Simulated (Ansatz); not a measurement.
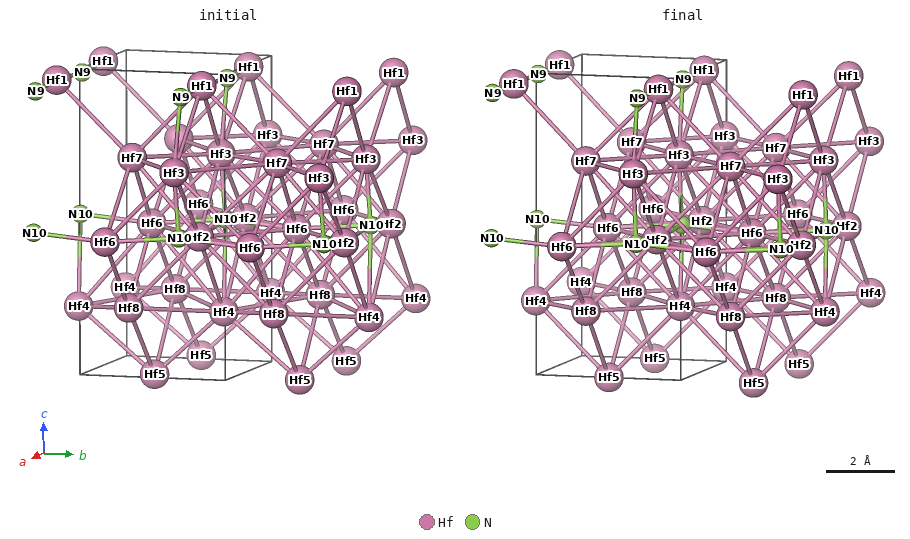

The structure of a crystal of Hf4N (a generated structure, set up in P1) (coarse preliminary run) before (left) and after (right) a relaxation, at one scale.

A ball-and-stick model of the cell of the calculation, repeated 2 × 2 × 1 with one cell outlined, seen slightly off an axis.

Theory: Ansatz, DFT PBE, scalar-relativistic, plane waves, PAW. (plane-wave cutoff 420 eV; k-point mesh 6 × 6 × 4; occupations gaussian; smearing width 0.2 eV; no spin polarisation; cell and atoms relaxed; force threshold 0.025 eV/Å; at most 60 steps)

What changed between the two?

Answer. The run was cut off at its time limit before the relaxation converged, so the last structure is only a point on the way. Over 1 geometry step the energy falls by 117 meV per atom. Largest force component: 3.5 eV/Å at the start, 1.8 eV/Å at the end. Pressure: −1.02 GPa at the start and −0.40 GPa at the end. Hf4 moves most relative to the cell: 0.19 Å along [−1 0 2]. Largest moves by element: Hf 0.19 Å, N 0.09 Å. The drawn cell changes as follows: a 4.604 → 4.552 Å (−1.1 %), b 4.511 → 4.499 Å (−0.2 %), c 9.182 → 9.051 Å (−1.4 %), α 90.0° → 89.9°, β 89.8° → 89.9°, γ 90.8° → 90.4°; the volume changes by −2.8 %. Near-neighbour distances that change, for instance: Hf4–N10 2.749 → 2.432 Å, Hf2–Hf4 3.411 → 3.188 Å, Hf3–Hf5 3.492 → 3.270 Å, Hf4–Hf5 2.925 → 3.147 Å. Among the angles between lasting bonds that change: Hf5–N9–Hf5 167.0° → 175.1°, Hf3–N9–Hf5 99.9° → 93.2°, Hf4–N9–Hf5 82.4° → 88.2°. The space group stays P1 (No. 1).
